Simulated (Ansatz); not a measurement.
# Run report: WS2, single-point calculation (part 1 of 2)

- system: WS2 (48 atoms in the cell)
- method: DFT PBE+D3(BJ), scalar-relativistic, plane waves, PAW, no spin polarisation (Ansatz 0.2.0)

The structure derives from a Materials Project entry. It belongs to a series of runs on one base structure; here: the perfect crystal in a cell of 48 atoms.

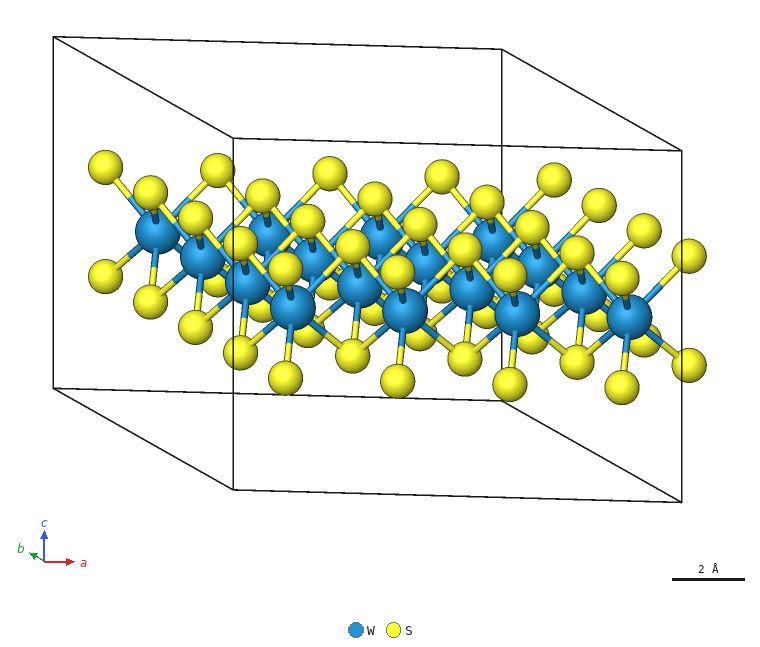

**Figure 1.** The structure (ball-and-stick view of the cell of the calculation, with the vacuum cut short, seen slightly off an axis; bonded neighbours outside the cell are drawn too).

## The input
```yaml
crystal:
  lattice:
    - [6.3194333852, -10.9455796982, 0.0]
    - [6.3194333852, 10.9455796982, 0.0]
    - [0.0, 0.0, 16.9394671916]
  atoms:
    - { symbol: W, position: [0.6666666667, 0.0833333333, 0.0] }
    - { symbol: W, position: [0.4166666667, 0.0833333333, 0.0] }
    - { symbol: W, position: [0.1666666667, 0.0833333333, 0.0] }
    - { symbol: W, position: [0.9166666667, 0.0833333333, 0.0] }
    - { symbol: W, position: [0.6666666667, 0.3333333333, 0.0] }
    - { symbol: W, position: [0.4166666667, 0.3333333333, 0.0] }
    - { symbol: W, position: [0.1666666667, 0.3333333333, 0.0] }
    - { symbol: W, position: [0.9166666667, 0.3333333333, 0.0] }
    - { symbol: W, position: [0.6666666667, 0.5833333333, 0.0] }
    - { symbol: W, position: [0.4166666667, 0.5833333333, 0.0] }
    - { symbol: W, position: [0.1666666667, 0.5833333333, 0.0] }
    - { symbol: W, position: [0.9166666667, 0.5833333333, 0.0] }
    - { symbol: W, position: [0.6666666667, 0.8333333333, 0.0] }
    - { symbol: W, position: [0.4166666667, 0.8333333333, 0.0] }
    - { symbol: W, position: [0.1666666667, 0.8333333333, 0.0] }
    - { symbol: W, position: [0.9166666667, 0.8333333333, 0.0] }
    - { symbol: S, position: [0.8333333333, 0.1666666667, 0.9069626205] }
    - { symbol: S, position: [0.5833333333, 0.1666666667, 0.9069626205] }
    - { symbol: S, position: [0.3333333333, 0.1666666667, 0.9069626205] }
    - { symbol: S, position: [0.0833333333, 0.1666666667, 0.9069626205] }
    - { symbol: S, position: [0.8333333333, 0.4166666667, 0.9069626205] }
    - { symbol: S, position: [0.5833333333, 0.4166666667, 0.9069626205] }
    - { symbol: S, position: [0.3333333333, 0.4166666667, 0.9069626205] }
    - { symbol: S, position: [0.0833333333, 0.4166666667, 0.9069626205] }
    - { symbol: S, position: [0.8333333333, 0.6666666667, 0.9069626205] }
    - { symbol: S, position: [0.5833333333, 0.6666666667, 0.9069626205] }
    - { symbol: S, position: [0.3333333333, 0.6666666667, 0.9069626205] }
    - { symbol: S, position: [0.0833333333, 0.6666666667, 0.9069626205] }
    - { symbol: S, position: [0.8333333333, 0.9166666667, 0.9069626205] }
    - { symbol: S, position: [0.5833333333, 0.9166666667, 0.9069626205] }
    - { symbol: S, position: [0.3333333333, 0.9166666667, 0.9069626205] }
    - { symbol: S, position: [0.0833333333, 0.9166666667, 0.9069626205] }
    - { symbol: S, position: [0.8333333333, 0.1666666667, 0.0930373795] }
    - { symbol: S, position: [0.5833333333, 0.1666666667, 0.0930373795] }
    - { symbol: S, position: [0.3333333333, 0.1666666667, 0.0930373795] }
    - { symbol: S, position: [0.0833333333, 0.1666666667, 0.0930373795] }
    - { symbol: S, position: [0.8333333333, 0.4166666667, 0.0930373795] }
    - { symbol: S, position: [0.5833333333, 0.4166666667, 0.0930373795] }
    - { symbol: S, position: [0.3333333333, 0.4166666667, 0.0930373795] }
    - { symbol: S, position: [0.0833333333, 0.4166666667, 0.0930373795] }
    - { symbol: S, position: [0.8333333333, 0.6666666667, 0.0930373795] }
    - { symbol: S, position: [0.5833333333, 0.6666666667, 0.0930373795] }
    - { symbol: S, position: [0.3333333333, 0.6666666667, 0.0930373795] }
    - { symbol: S, position: [0.0833333333, 0.6666666667, 0.0930373795] }
    - { symbol: S, position: [0.8333333333, 0.9166666667, 0.0930373795] }
    - { symbol: S, position: [0.5833333333, 0.9166666667, 0.0930373795] }
    - { symbol: S, position: [0.3333333333, 0.9166666667, 0.0930373795] }
    - { symbol: S, position: [0.0833333333, 0.9166666667, 0.0930373795] }
basis:
  ecutwfc: 420
  xc_grid: 2
kpoints:
  mp_grid: { grid: [2, 2, 2], shift: [0.0, 0.0, 0.0] }
hamiltonian:
  xc: pbe
  dispersion: d3bj
scf:
  occupations: { method: gaussian, width: 0.01 }
output:
  forces: true
  stress: true
  eigenvalues: true
```

Run as:
```bash
ansatz run input.yaml --threads 4 --pin off --max-ram 6144MiB --backend cpu --events-out ev --progress --plain --runs-dir out
```

## Log
```
Engine: ansatz 0.2.0, aarch64-unknown-linux-gnu
Pseudopotentials: kind: paw
Pseudopotential: W, paw, valence charge 14, recommended cutoff 420 eV (normal), W.paw.azcp
Pseudopotential: S, paw, valence charge 6, recommended cutoff 420 eV (normal), S.paw.azcp
Functional definition: PBE
  parameter kappa = 0.804
  parameter beta = 0.06672455060314922
  exchange = pbe_x(kappa = kappa, mu = beta*pi^2/3)
  correlation = pbe_c(beta = beta)
Crystal: 48 atoms, lattice volume = 2343.401 Å³
Basis set: ecut = 420 eV, 45813 PW (Γ), exchange–correlation on 180×180×240 points (8 copies of the dense FFT grid, shifted against one another)
Bands: 256, of which v1, the nominal top of the filled ones, is band 208 counted from 1 (207 counted from 0)
Symmetry: 192 space group operations
Space group: P-6m2 (ITA 187), of the structure as read, at distance tolerance 1.3e-4 Å
k-points: 4 of 8
Non-local potential: W, projectors of the file, l = 0: 3, l = 1: 2, l = 2: 2, l = 3: 1
Non-local potential: S, projectors of the file, l = 0: 2, l = 1: 2, l = 2: 2
PAW form: soft (Blöchl's): semilocal exchange-correlation on the pseudo side does not see the compensation charge
PAW one-centre angular grid: W, 590 points (default); XC on 64 Gauss nodes
PAW one-centre angular grid: S, 110 points (default); XC on 64 Gauss nodes
Initial density: superposition of atomic densities (neutral atoms: chi_scale 0, normalization atom), corrected by the library's trained network
Initial wavefunctions: pseudopotential atomic-orbital guess
Functional: x = pbe(κ = 0.804, μ = 0.2195149727645171), c = pbe(β = 0.06672455060314922)
SCF iter   1: F=—  HF=-195077.705326 eV  |F-HF|=—  |Δ(HF+E_count)|=         —  Δρ=3.50e-3  dr2=3.66e-1  ethr=1.77e-3  ⟨swp⟩=7.8  Hψ=4607  notcnv=0  defer=22
preconditioner: auto → Resta (q_TF=auto, 2.045 Å⁻¹)  ε∞=3.4  [insulator: Δε(μ)=2.252 eV  Ē_g=8.330 eV  σ=0.010 eV  W_gap=1.00  n_scr=316 (ndim 8)  ℏωp=13.0 eV  f_vac=0.608  D(μ)=0.00/eV (n_scr^D=0)  ε∞_Penn≈3.4  vacuum switching on, ρ_ref=5.0e-3 e/Å³]
SCF iter   2: F=—  HF=-195077.741812 eV  |F-HF|=—  |Δ(HF+E_count)|=   3.65e-2  Δρ=1.96e-3  dr2=8.43e-2  ethr=8.81e-5  ⟨swp⟩=3.0  Hψ=1820  notcnv=0  defer=140
SCF iter   3: F=—  HF=-195077.760953 eV  |F-HF|=—  |Δ(HF+E_count)|=   1.91e-2  Δρ=1.13e-3  dr2=1.55e-2  ethr=2.03e-5  ⟨swp⟩=3.0  Hψ=1412  notcnv=0  defer=80
automatic band count: iteration 3 solves 241 bands in place of 256: the levels show a gap, and the empty bands left out lie too high to hold charge; the band table lists the bands solved (type scf.n_extra_bands for more)
SCF iter   4: F=—  HF=-195077.780952 eV  |F-HF|=—  |Δ(HF+E_count)|=   2.00e-2  Δρ=2.73e-4  dr2=1.09e-3  ethr=3.72e-6  ⟨swp⟩=2.0  Hψ=1512  notcnv=0  defer=80
SCF iter   5: F=—  HF=-195077.782020 eV  |F-HF|=—  |Δ(HF+E_count)|=   1.07e-3  Δρ=5.46e-5  dr2=1.52e-4  ethr=2.62e-7  ⟨swp⟩=2.0  Hψ=1594  notcnv=0  defer=80
SCF iter   6: F=—  HF=-195077.782000 eV  |F-HF|=—  |Δ(HF+E_count)|=   1.94e-5  Δρ=5.04e-6  dr2=1.28e-6  ethr=3.65e-8  ⟨swp⟩=2.0  Hψ=1332  notcnv=0  defer=80
SCF iter   7: F=—  HF=-195077.780461 eV  |F-HF|=—  |Δ(HF+E_count)|=   1.54e-3  Δρ=2.10e-6  dr2=1.88e-7  ethr=3.08e-10  ⟨swp⟩=3.0  Hψ=2090  notcnv=0  defer=80
SCF iter   8: F=-195077.780461 eV  HF=-195077.780461 eV  |F-HF|=3.70e-9  |Δ(HF+E_count)|=   4.16e-9  Δρ=3.17e-7  dr2=5.64e-9  ethr=2.40e-11  ⟨swp⟩=15.0  Hψ=4796  notcnv=0
SCF 1 converged in 8 iterations: F = -195077.780461 eV  dr2 = 5.64e-9
  greatest PAW one-centre occupation: 1.000 electrons in one spin orbital (limit 2), on the W atom at site 15 (counted from 0), in its partial waves of l = 0
```

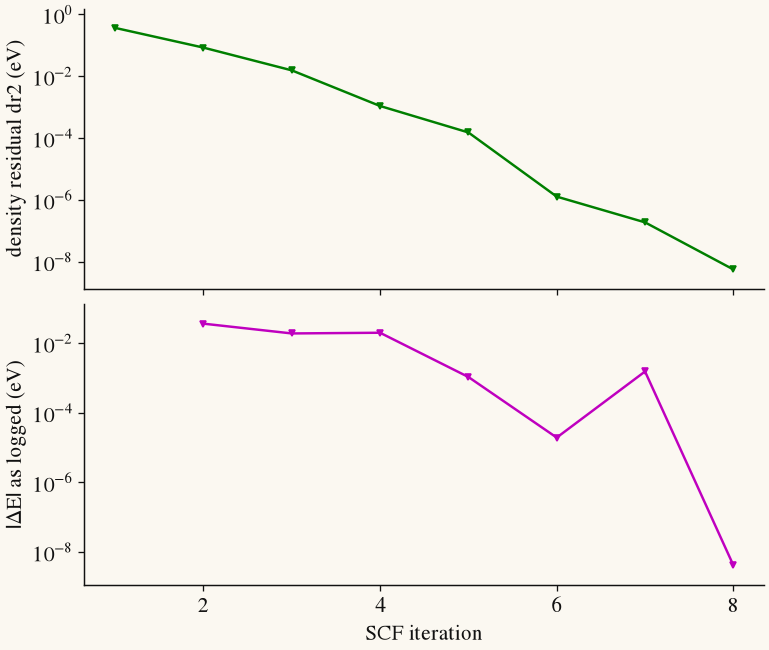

**Figure 2.** Convergence of the self-consistent field: density residual dr2 and size of the energy change against the SCF iteration. The residual falls at every step.

```
SCF converged after 8 iterations
Free energy (F): -195077.780461 eV
Harris-Foulkes:  -195077.780461 eV  (|F-HF|=3.70e-9)
Internal energy: -195077.780461 eV  (E = F + TS)
E sigma→0 (E₀):  -195077.780461 eV
Fermi energy:    1.413588 eV
--- Per-component energies (eV) ---
  E_band       = -7416.619335
  E_kinetic    = 10660.624893
  E_local      = -199925.613240  (includes V_loc(G=0)·N_el)
  E_nonlocal   = 916.625031
  E_hartree    = 94866.236478
  E_xc         = -7393.861363
  E_vxc        = -6639.251952  (∫ρ·V_xc dr)
  E_paw        = -156210.031954  (= ΣΔE_a)
  E_vpaw       = -2161.452155  (= ΣTr[D̂ρ^β])
  E_aug_tail   = -0.000991  (compensation charges beyond the density's cutoff)
  E_ewald      = 62023.158618
  E_disp       = -14.917932  (pairwise vdW)
  E_smearing   = -0.000000  (= −TS)
  E_closure    = 0.000000  (closes the sum)
  Σ components = -195077.780461   (vs F -195077.780461, Δ=0.00e0)
--- Forces (eV/Å), atoms counted from 1 ---
  atom   1  W     -0.00000000     0.00000000     0.00000000
  atom   2  W     -0.00000000     0.00000000     0.00000000
  atom   3  W     -0.00000000    -0.00000000     0.00000000
  atom   4  W     -0.00000000     0.00000000    -0.00000000
  atom   5  W     -0.00000000     0.00000000     0.00000000
  atom   6  W     -0.00000000     0.00000000     0.00000000
  atom   7  W      0.00000000    -0.00000000    -0.00000000
  atom   8  W      0.00000000     0.00000000     0.00000000
  atom   9  W     -0.00000000     0.00000000     0.00000000
  atom  10  W      0.00000000     0.00000000     0.00000000
  atom  11  W      0.00000000    -0.00000000     0.00000000
  atom  12  W      0.00000000     0.00000000    -0.00000000
  atom  13  W     -0.00000000     0.00000000    -0.00000000
  atom  14  W      0.00000000     0.00000000     0.00000000
  atom  15  W      0.00000000    -0.00000000    -0.00000000
  atom  16  W      0.00000000     0.00000000    -0.00000000
  atom  17  S      0.00000000     0.00000000     0.00062507
  atom  18  S      0.00000000    -0.00000000     0.00062507
  atom  19  S      0.00000000    -0.00000000     0.00062507
  atom  20  S      0.00000000    -0.00000000     0.00062507
  atom  21  S     -0.00000000     0.00000000     0.00062507
  atom  22  S      0.00000000    -0.00000000     0.00062507
  atom  23  S     -0.00000000    -0.00000000     0.00062507
  atom  24  S     -0.00000000    -0.00000000     0.00062507
  atom  25  S     -0.00000000     0.00000000     0.00062507
  atom  26  S      0.00000000    -0.00000000     0.00062507
  atom  27  S      0.00000000    -0.00000000     0.00062507
  atom  28  S     -0.00000000    -0.00000000     0.00062507
  atom  29  S     -0.00000000     0.00000000     0.00062507
  atom  30  S     -0.00000000    -0.00000000     0.00062507
  atom  31  S      0.00000000    -0.00000000     0.00062507
  atom  32  S     -0.00000000    -0.00000000     0.00062507
  atom  33  S      0.00000000     0.00000000    -0.00062507
  atom  34  S     -0.00000000     0.00000000    -0.00062507
  atom  35  S     -0.00000000     0.00000000    -0.00062507
  atom  36  S     -0.00000000     0.00000000    -0.00062507
  atom  37  S      0.00000000     0.00000000    -0.00062507
  atom  38  S     -0.00000000     0.00000000    -0.00062507
  atom  39  S      0.00000000     0.00000000    -0.00062507
  atom  40  S     -0.00000000     0.00000000    -0.00062507
  atom  41  S     -0.00000000     0.00000000    -0.00062507
  atom  42  S      0.00000000     0.00000000    -0.00062507
  atom  43  S      0.00000000     0.00000000    -0.00062507
  atom  44  S      0.00000000     0.00000000    -0.00062507
  atom  45  S     -0.00000000     0.00000000    -0.00062507
  atom  46  S     -0.00000000     0.00000000    -0.00062507
  atom  47  S     -0.00000000     0.00000000    -0.00062507
  atom  48  S     -0.00000000     0.00000000    -0.00062507
  max |Σ_I F_I| component: 7.21e-17 eV/Å
--- Stress (GPa, compression-positive) ---
       -0.015137       0.000000      -0.000000
        0.000000      -0.015137       0.000000
        0.000000      -0.000000      -0.015893
  P = ⅓ Tr σ = -0.0154 GPa (-0.154 kbar)
--- Band table (eV) ---
```
